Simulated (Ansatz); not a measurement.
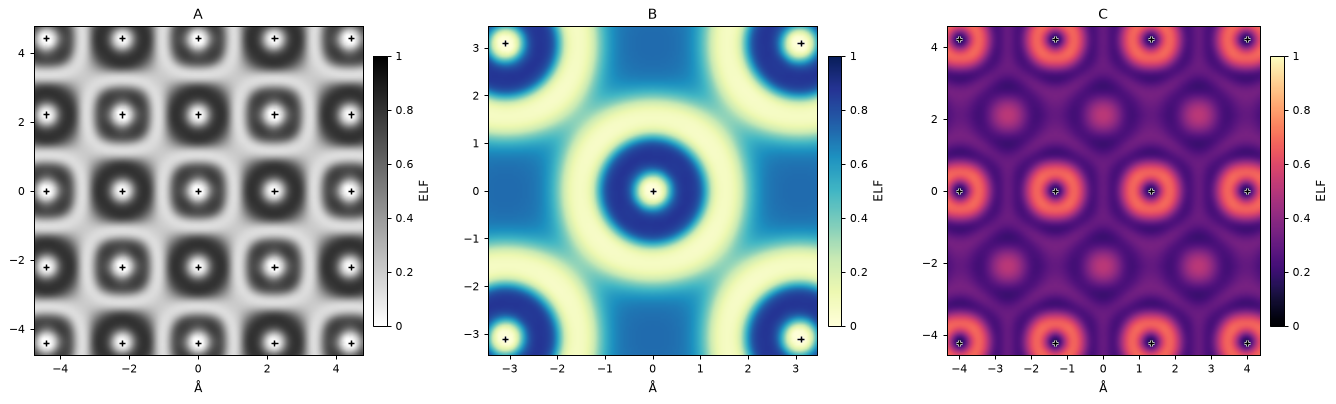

The electron localisation function of 3 systems, each on a plane through atoms (crosses mark nuclei in the plane).

Computed with Kohn-Sham DFT of a periodic cell, PBE0, Ansatz PAW (Ansatz 0.2.0).

System 1: Ru, the (100) plane of the conventional cell. Space group P6₃/mmc; computed pressure about 6 GPa in this cell.

```yaml
crystal:
  lattice:
    - [2.66923, 0.00000, 0.00000]
    - [-1.33462, 2.31162, 0.00000]
    - [0.00000, 0.00000, 4.22403]
  atoms:
    - { symbol: Ru, position: [0.66667, 0.33333, 0.75000] }
    - { symbol: Ru, position: [0.33333, 0.66667, 0.25000] }
```

System 2: TaN, the (001) plane of the conventional cell. Space group Fm-3m; a structure from a database of computed crystals, not necessarily the ambient phase; computed pressure about −9 GPa in this cell.

System 3: Sr, the (100) plane of the conventional cell. Space group Fm-3m.

Q: Which map belongs to which system?

A: Panel A is system 2, TaN: the plane holds Ta and N. Ta–N (2.21 Å): the ELF peaks at about 0.80 in the valence shell of N, 0.7 Å from its nucleus, and is about 0.15 at the midpoint: no shared electron pair shows on this line. Panel B is system 3, Sr: the plane holds Sr. Sr–Sr (4.39 Å): the ELF is about 0.35 at the midpoint; no localised pair shows between them. Panel C is system 1, Ru: the plane holds Ru. Ru–Ru (2.67 Å): the ELF is about 0.30 at the midpoint.
